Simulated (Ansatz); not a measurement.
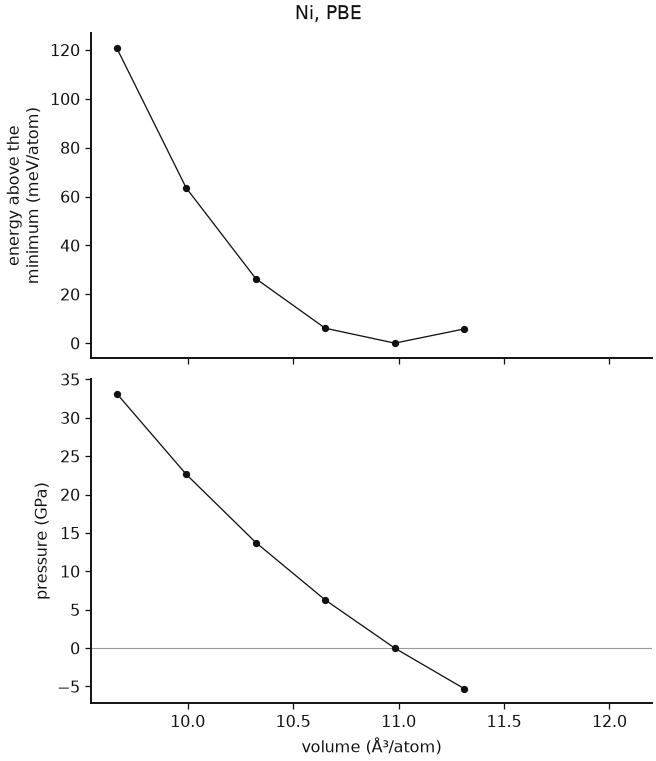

Plotted: energy above the minimum and pressure against volume for Ni, space group Im-3m (No. 229).

Cell as given: a = 2.425 Å, b = 2.425 Å, c = 2.425 Å, α = 109.47°, β = 109.47°, γ = 109.47°; 1 atom.

How it was computed, with Ansatz 0.2.0: third-order Birch-Murnaghan fit to density functional energies at scaled volumes of the given relaxed cell, shape and atoms relaxed at each volume; energies count from the fitted minimum; plane waves with PAW datasets, Γ-centred k mesh. Level: PBE, collinear spin. The state reached is ferromagnetic.

```
       setting     value
   wave cutoff    420 eV
        k mesh  22×22×22
   occupations  Gaussian
smearing width    0.1 eV
```

The points at volume 11.641 Å³/atom and 12.080 Å³/atom are left out of the plot. What values does the calculation give there?

| volume (Å³/atom) | energy above the minimum (meV/atom) | pressure (GPa) |
| --- | --- | --- |
| 11.641 | 21.5 | −9.69 |
| 12.080 | 55.2 | −14.46 |
